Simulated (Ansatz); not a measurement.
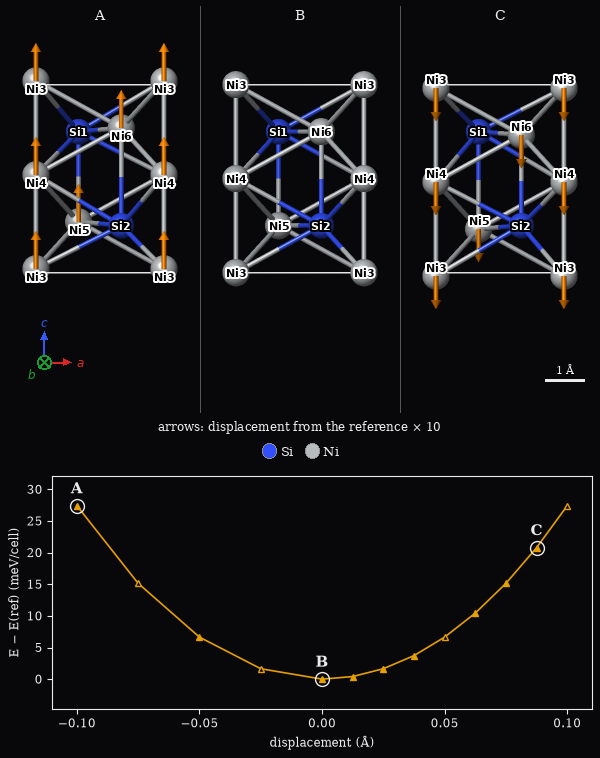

A crystal of SiNi$_{2}$ (P6_3/mmc): the whole Ni sublattice is shifted rigidly, towards the nearest copy of atom 4 (Ni) at 2.458 Å, all else fixed. The lettered frames are marked on the plot. Hollow markers are points alike by symmetry, not computed again. The picture is a ball-and-stick view of the cell of the calculation, seen along the b axis. Orange arrows: displacements from the reference.

Theory: Ansatz 0.2.0, DFT PBEsol, scalar-relativistic, plane waves, PAW. Set-up: plane-wave cutoff 420 eV; k-point mesh 12 × 12 × 10; occupations gaussian; smearing width 0.15 eV; no spin polarisation. Energies (free energies at the smearing named) are counted from the relaxed crystal.

Describe the profile.

Of the computed points the lowest is at the displacement 0.00 Å, 0.0 meV/cell. At the ends of the scan the energy is 27.4 meV/cell (−0.10 Å) and 27.4 meV/cell (0.10 Å). The curvature at zero is about 5.3 eV/Å² per cell. The well is symmetric. The distortion takes the space group from P6_3/mmc to P6_3mc.

The computed points:

```csv
displacement (Å),E − E(ref) (meV/cell)
−0.1000,27.4
−0.0750,15.1
−0.0500,6.6
−0.0250,1.6
0.0000,0.0
0.0125,0.4
0.0250,1.6
0.0375,3.7
0.0500,6.6
0.0625,10.4
0.0750,15.1
0.0875,20.8
0.1000,27.4
```

Points that are alike by symmetry were computed once.
